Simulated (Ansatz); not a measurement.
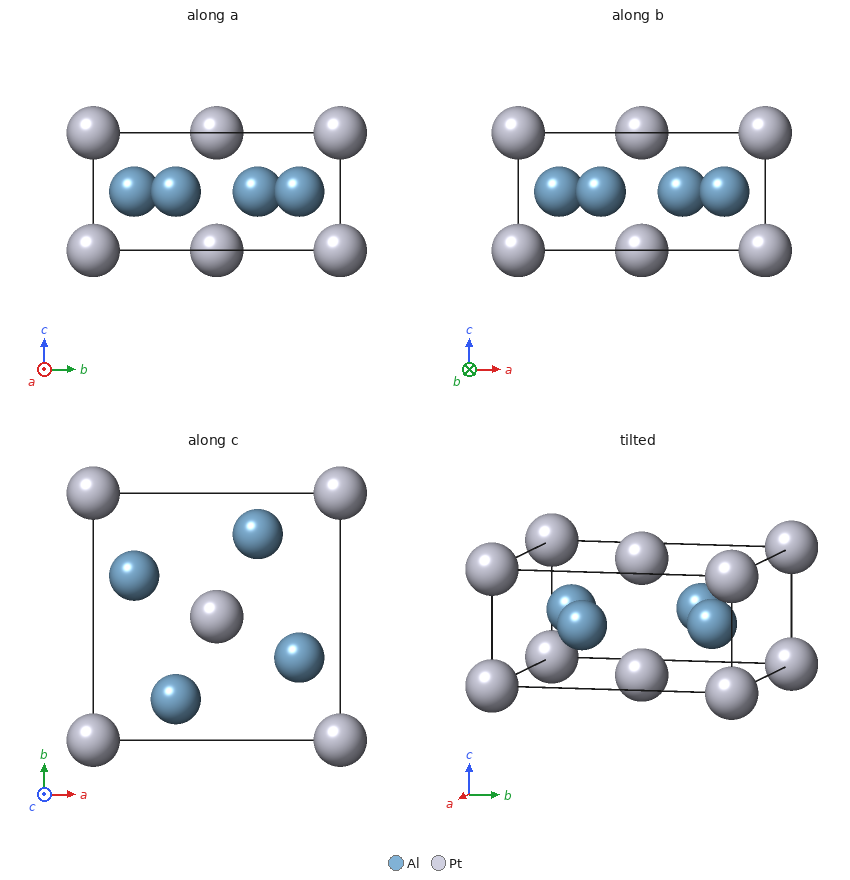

The image is a spheres-only drawing of a crystal, viewed along the a axis, along the b axis, along the c axis and slightly off an axis. One conventional unit cell is outlined, and atoms on its boundary appear in each equivalent place.

Lattice parameters: a = 5.958 Å, b = 5.958 Å, c = 2.837 Å, α = 90.00°, β = 90.00°, γ = 90.00°.

From the views, write a table of Wyckoff sites.

Answer. Space group P4/mbm (No. 127).
| atom | site | x | y | z |
| --- | --- | --- | --- | --- |
| Al | 4h | 0.6659 | 0.8341 | 0.5000 |
| Pt | 2a | 0.0000 | 0.0000 | 0.0000 |

It derives from a random cell made by a generator, so it need not be a real form of the compound. The structure drawn was relaxed with Ansatz 0.2.0, DFT PBE, scalar-relativistic, plane waves, PAW.
